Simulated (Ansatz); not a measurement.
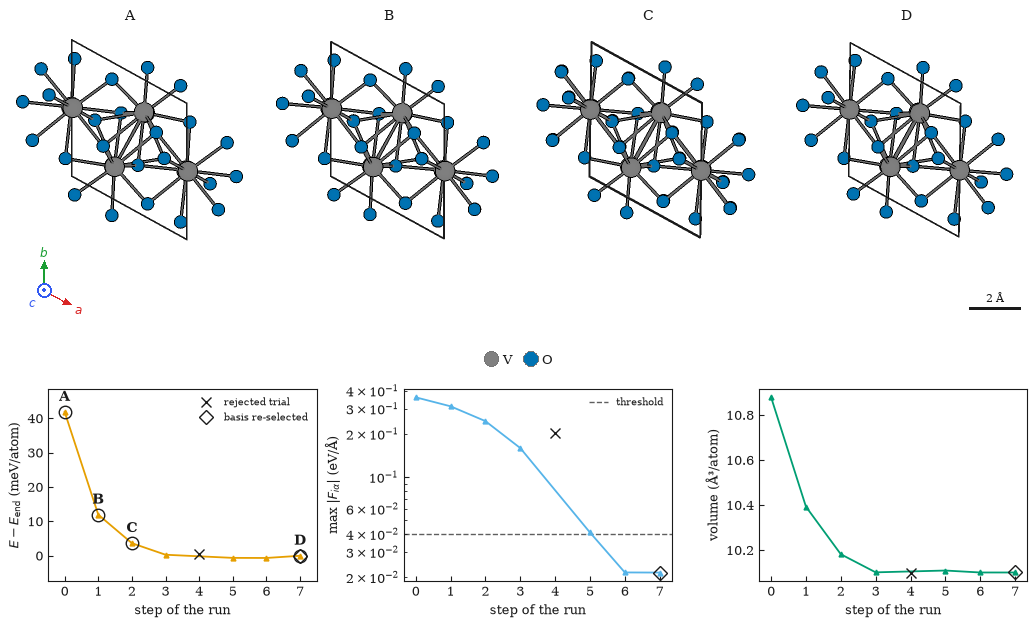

Frames of a relaxation of crystalline V$_{3}$O$_{5}$ (built on the database_9 type) (coarse preliminary run), marked on the history of the run. A ball-and-stick model of the cell of the calculation, seen along the c axis.

Case: structure listed in a database for this formula (Cc, No. 9).

Level of theory: Ansatz, DFT r2SCAN, scalar-relativistic, plane waves, PAW.

The input:
```yaml
crystal:
  lattice:
    - [5.1957340003, 0.0, 0.0]
    - [-2.5978191444, 5.0893346995, 0.0]
    - [-0.0001426939, -2.6843763569, 6.5826600274]
  atoms:
    - { symbol: V, position: [0.996897, 0.505586, 0.498681], spin: 1.67 }
    - { symbol: V, position: [0.6272, 0.760447, 0.722329], spin: 1.09 }
    - { symbol: V, position: [0.372942, 0.242711, 0.78163], spin: 1.6 }
    - { symbol: V, position: [0.008703, 0.505609, 0.998683], spin: 1.67 }
    - { symbol: V, position: [0.633241, 0.760441, 0.22233], spin: 1.09 }
    - { symbol: V, position: [0.369746, 0.24266, 0.281616], spin: 1.6 }
    - { symbol: O, position: [0.20075, 0.503866, 0.745413] }
    - { symbol: O, position: [0.803119, 0.503866, 0.24542] }
    - { symbol: O, position: [0.025205, 0.873836, 0.662803] }
    - { symbol: O, position: [0.348615, 0.873813, 0.162809] }
    - { symbol: O, position: [0.94483, 0.103392, 0.334469] }
    - { symbol: O, position: [0.658581, 0.103401, 0.834481] }
    - { symbol: O, position: [0.734245, 0.662661, 0.944469] }
    - { symbol: O, position: [0.428386, 0.662655, 0.444486] }
    - { symbol: O, position: [0.27296, 0.347533, 0.060193] }
    - { symbol: O, position: [0.574578, 0.347523, 0.560189] }
basis:
  ecutwfc: 500
kpoints:
  mp_grid: { grid: [4, 4, 4] }
hamiltonian:
  xc: r2scan
scf:
  occupations: { method: gaussian, width: 0.1 }
  lower_state_search: "off"
output:
  forces: true
  stress: true
  eigenvalues: true
  populations: true
magnetization:
  spin_polarized: true
relax:
  adjacent_minimum: "off"
  f_tol: 0.04
  max_steps: 70
  cell: { stress_tol: 0.4 }
```

Run as
```bash
ansatz run input.yaml --threads 4 --pin off --max-ram 10240MiB --backend cpu --events-out ev --progress --plain --runs-dir out
```

Q: What happens along the run?

A: Over 5 accepted moves (7 points after the start) the energy falls by 41.9 meV per atom. The largest force component goes from 0.36 to 0.022 eV/Å. Pressure: −12.74 GPa at the start and 0.06 GPa at the end. The line search rejected the trial step at point 4 of the run. At 1 point the geometry stayed and the basis and grid were re-selected for the new cell (energy shift of 0.6 meV per atom at most each time). The largest moves relative to the cell, 0.092 Å, are those of O9 and O10. O10 goes along [−1 2 0]. Largest moves by element: O 0.092 Å, V 0.045 Å. Cell: a 5.196 → 4.968 Å (−4.4 %), b 5.714 → 5.598 Å (−2.0 %), c 7.109 → 7.004 Å (−1.5 %), α 109.7° → 109.8°, γ 117.0° → 116.3°. Volume −7.2 %. Near-neighbour distances that change, for instance: V1–V6 3.079 → 2.932 Å, V3–O12 2.062 → 1.931 Å, V3–O9 1.939 → 1.820 Å, V1–V2 3.054 → 2.935 Å. Among the angles between lasting bonds that change: V1–O9–V2 102.0° → 97.0°, O10–V4–O13 97.2° → 92.7°, O10–V4–O15 83.1° → 87.2°. The space group (tolerance 0.01 Å) goes from Cc (No. 9) to C2/c (No. 15). Cost: 12 min on 4 threads of Intel(R) Xeon(R) Platinum 8375C CPU @ 2.90GHz (Ice Lake) (shared host), peak memory 1.8 GiB. From step 0 to 1: O atoms move most (0.02 Å), volume −4.5 %, energy −29.9 meV per atom. From step 1 to 2: O atoms move most (0.08 Å), volume −2.0 %, energy −8.3 meV per atom. From step 2 to 7: O atoms move most (0.06 Å), volume −0.8 %, energy −3.7 meV per atom.

| step | E − E(0), meV/atom | largest force component, eV/Å | pressure, GPa | volume, Å³/atom | note |
| --- | --- | --- | --- | --- | --- |
| 0 | 0.00 | 0.3598 | -12.74 | 10.879 |  |
| 1 | -29.92 | 0.3115 | -4.56 | 10.393 |  |
| 2 | -38.22 | 0.2455 | -1.14 | 10.182 |  |
| 3 | -41.59 | 0.1593 | 0.02 | 10.102 |  |
| 4 | -41.43 | 0.2030 | 0.22 | 10.101 | rejected |
| 5 | -42.50 | 0.0411 | -0.17 | 10.110 |  |
| 6 | -42.53 | 0.0216 | 0.03 | 10.101 |  |
| 7 | -41.89 | 0.0216 | 0.06 | 10.101 | same geometry, new basis |
